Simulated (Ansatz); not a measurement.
## STM study: Mo(111) (Fm-3m bulk, 4 atomic planes (those closer than 0.6 Å count as one), 7 Å) with one Mo vacancy in a 2 × 2 cell

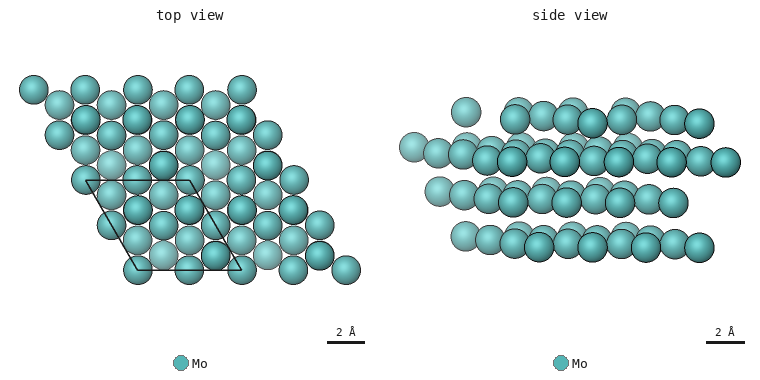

The relaxed structure from above and from the side.

Level of theory: Ansatz, DFT PBE, scalar-relativistic, plane waves, PAW. Cutoff 420 eV, 12 × 12 k-points, Gaussian smearing 0.1 eV, dipole correction. The slab is a cut without reconstruction beyond its cell, at the source's lattice constants, with its lower half held fixed and the rest relaxed. The defects repeat every 5.7 Å and interact, so states at the Fermi level and the work function belong to this dense array. This isn't the element's usual bcc form. No spin polarisation. The run warns that the functional's potential is rough in the thin density of the vacuum, where the tip is; weak contrasts and barriers may feel it.

Model: Tersoff–Hamann, s-wave tip, no tip–sample forces. Bias windows are sharp sums over the levels of the k mesh.

Input

```yaml
crystal:
  lattice:
    - [5.69928066, 0.0, 0.0]
    - [-2.84964032, 4.93572184, 0.0]
    - [0.0, 0.0, 26.9801649698]
  atoms:
    - { symbol: Mo, position: [0.3333333331, 0.1666666663, 0.3706426559] }
    - { symbol: Mo, position: [0.3333333326, 0.6666666663, 0.3706426559] }
    - { symbol: Mo, position: [0.8333333331, 0.1666666657, 0.3706426559] }
    - { symbol: Mo, position: [0.8333333325, 0.6666666657, 0.3706426559] }
    - { symbol: Mo, position: [0.1666666663, 0.3333333332, 0.4568808884] }
    - { symbol: Mo, position: [0.1666666657, 0.8333333332, 0.4568808884] }
    - { symbol: Mo, position: [0.6666666663, 0.3333333326, 0.4568808884] }
    - { symbol: Mo, position: [0.6666666657, 0.8333333326, 0.4568808884] }
    - { symbol: Mo, position: [0.0046255843, 0.0023127922, 0.5421276754] }
    - { symbol: Mo, position: [-6.0e-10, 0.5, 0.5372870031] }
    - { symbol: Mo, position: [0.4976872078, 0.0023127916, 0.5421276754] }
    - { symbol: Mo, position: [0.4976872073, 0.4953744151, 0.5421276754] }
    - { symbol: Mo, position: [0.3383780622, 0.6691890312, 0.6165647322] }
    - { symbol: Mo, position: [0.8308109683, 0.161621936, 0.6165647322] }
    - { symbol: Mo, position: [0.8308109677, 0.6691890306, 0.6165647322] }
basis:
  ecutwfc: 420.0
  fft_grid_basis: typed
kpoints:
  mp_grid: { grid: [12, 12, 1] }
hamiltonian:
  xc: pbe
  pseudopotentials: { kind: paw }
scf:
  occupations: { method: gaussian, width: 0.1 }
output:
  forces: true
  eigenvalues: true
  band_densities:
    - { e_range: [-2.0, -1.0] }
    - { e_range: [-1.0, -0.5] }
    - { e_range: [-0.5, -0.25] }
    - { e_range: [-0.25, 0.0] }
    - { e_range: [0.0, 0.25] }
    - { e_range: [0.25, 0.5] }
    - { e_range: [0.5, 1.0] }
    - { e_range: [1.0, 1.5] }
  band_residual_tolerance: 1.0e-05
  write_potential: true
  elf: true
  write_density: true
  volumetric_format: npy
efield:
  axis: 3
  dipole_correction: true
  ramp_width: 0.04
checkpoint:
  read: start.run
  write: ck
  compress: false
  write_wavefunctions: false
  write_every: 100000
```

Command:

```sh
ansatz run input.yaml --threads 4 --pin off --max-ram 8847MiB --backend cpu --events-out ev --progress --plain --runs-dir out
```

This last single point, started from the relaxation's saved density, took 2.4 min on 4 threads of Arm Neoverse V2, with other jobs on the host, peak memory 3.2 GiB.

### 1. The defect in the image

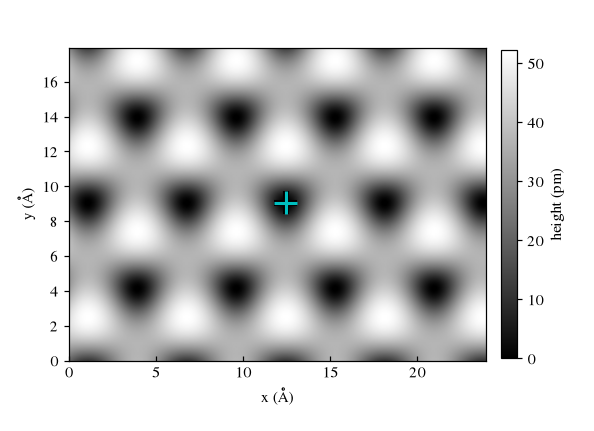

Constant-current image at a set point of 3.7 × 10⁻⁵ e/Å³, sample bias +0.50 V, of Mo(111) (Fm-3m bulk, 4 atomic planes (those closer than 0.6 Å count as one), 7 Å) with one defect or adsorbate in every 2 × 2 cell; the cross marks its site, and a white outline, where drawn, is that cell.

> The feature is an Mo vacancy. How does it appear?

Its site appears as a dip 53 pm below the bright spots that ring it, and 43 pm below the mean of the area farther than 2.6 Å from it. The brightest spots lie over points 1.5 Å to the side of the top Mo atoms; the darkest points are over the vacancy.

### 2. One image

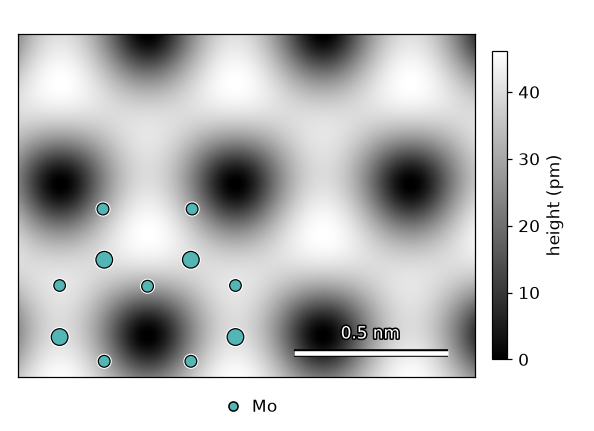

Constant-current image at a set point of 8.6 × 10⁻⁵ e/Å³ of this surface, sample bias +1.00 V. The atoms seen from above are drawn over one corner (deeper ones smaller).

> What lies under the maxima and minima of this image?

The brightest spots lie over points 1.5 Å to the side of the top Mo atoms and the sites above the Mo atoms 2.1 Å below the top plane away from the vacancy; the darkest points are over the vacancy. The corrugation is 46 pm at a mean tip height of 4.5 Å.

### 3. Approach curves

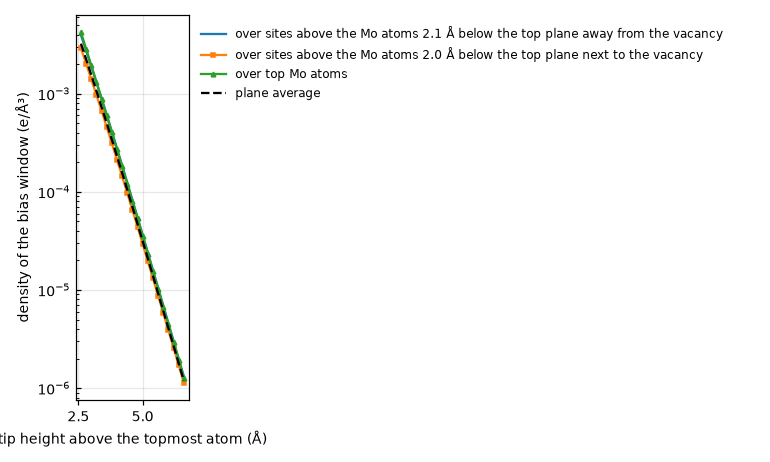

Approach curves over this surface at a sample bias of +1.00 V.

> How fast does the current decay, and what apparent barrier height does that imply?

Near 4 Å the plane average falls as exp(−1.96 z/Å), a factor of 7.1 per ångström, which gives an apparent barrier of 3.6 eV (0.952 eV Å² times the slope squared). The vacuum level lies 4.14 eV above zero bias. The upper edge of the window lies 3.14 eV under it. The apparent barrier is above 3.14 eV. At 4 Å the 0.50 eV of states nearest the upper edge carry 56 % of the density.

### 4. States by depth

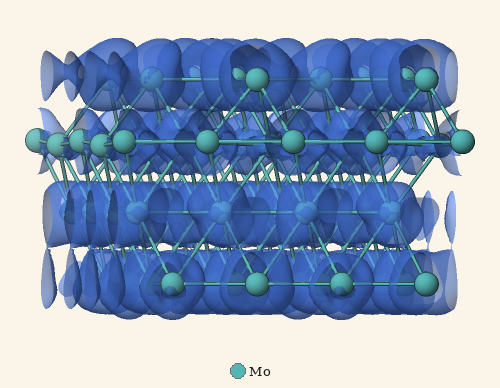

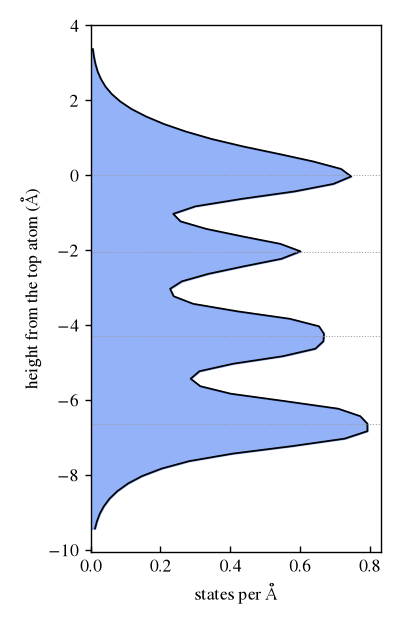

Density of all states between +0.25 and +0.50 eV (zero: the Fermi level) of this surface: blue isosurface at 1.7 × 10⁻² e/Å³, seen from the side, and the full density summed over planes, the part near the nuclei included (dotted lines mark the atomic planes).

The first picture shows the smooth PAW orbitals' density alone, which lacks about 18 % of these states' charge, near the nuclei; the shares below count all of it.

> Where in the slab do these states sit?

The window holds 4.7 states per cell. Shares by plane (space cut midway between planes), top to bottom: Mo (3 atoms) 28 %, Mo (4 atoms) 18 %, Mo (4 atoms) 24 %, Mo (4 atoms) 30 %; the outer planes' shares include the vacuum, and density in a gap between layers is shared out between the planes on either side.
